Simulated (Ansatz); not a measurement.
Here is a crystal structure:

```cif
data_structure
_symmetry_space_group_name_H-M 'R -3 m :H'
_symmetry_Int_Tables_number 166
_cell_length_a 2.7701
_cell_length_b 2.7701
_cell_length_c 7.3198
_cell_angle_alpha 90.000
_cell_angle_beta 90.000
_cell_angle_gamma 120.000
_cell_volume 48.64
loop_
_atom_site_label
_atom_site_type_symbol
_atom_site_symmetry_multiplicity
_atom_site_Wyckoff_symbol
_atom_site_fract_x
_atom_site_fract_y
_atom_site_fract_z
_atom_site_occupancy
Co1 Co 3 a 0.00000 0.00000 0.00000 1
O1 O 3 b 0.33333 0.66667 0.16667 1
```

What does this file describe?

Answer. The material is CoO. The lattice is rhombohedral (trigonal R) and the space group R-3m (No. 166). With Z = 3, the cell contains 3 Co, 3 O. The polyhedra are CoO6 octahedra; they share corners and edges. Co sits among six O in an octahedral arrangement at 2.01 Å. About every O there are six Co in an octahedral arrangement at 2.01 Å. Not all metal-metal contacts are counted. The bonds build a three-dimensional framework.

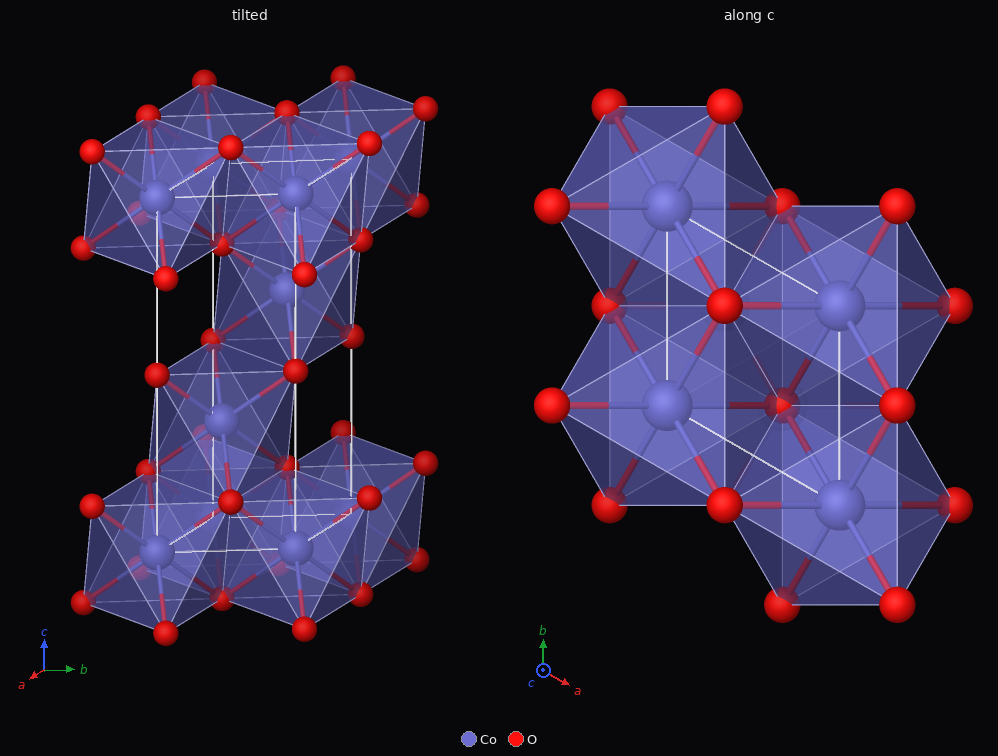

We look at a polyhedral model of the crystal slightly off an axis and along the c axis. The conventional unit cell is drawn as a box. A few atoms beyond the faces are included.

It goes back to a structure listed in the Materials Project. The cell was then strained or its atoms displaced on purpose. It went into a calculation with Ansatz.

At this level of theory the cell isn't at rest (compressed, at 22 GPa), so its distances can differ from those at equilibrium, the more so the softer the solid.
